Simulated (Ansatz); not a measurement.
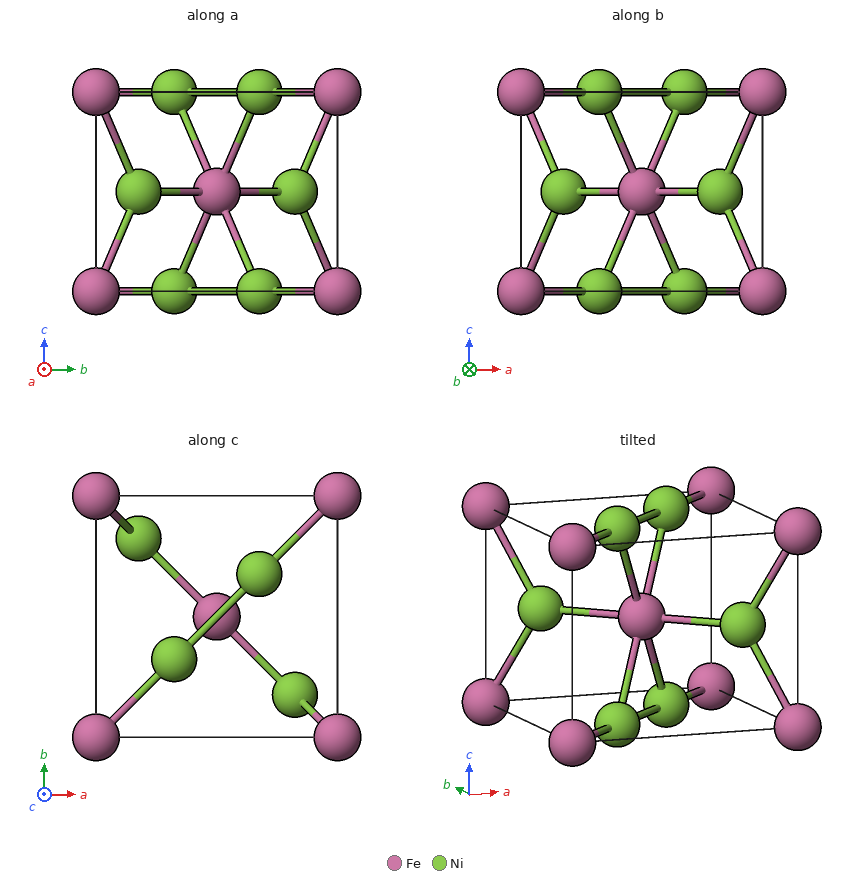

Ball-and-stick representation of a periodic structure, projected along the a axis, along the b axis, along the c axis and slightly off an axis. The lines enclose the conventional unit cell; boundary atoms appear with their images.

Lattice parameters: a = 4.803 Å, b = 4.803 Å, c = 3.962 Å, α = 90.00°, β = 90.00°, γ = 90.00°. Put a along x and b in the xy plane.

Convert the drawing into a POSCAR file, with free fractional coordinates to two decimals.

```
Fe Ni
1.0
     4.803    0.000    0.000
     0.000    4.803    0.000
     0.000    0.000    3.962
Fe Ni
2 4
Direct
  0.00 0.00 0.00
  0.50 0.50 0.50
  0.32 0.32 0.00
  0.18 0.82 0.50
  0.68 0.68 0.00
  0.82 0.18 0.50
```

Starting structure: a structure type filled with these elements by a generator (whether the compound takes this form wasn't checked). A relaxation with Ansatz, DFT PBE, scalar-relativistic, plane waves, PAW gave the geometry drawn.
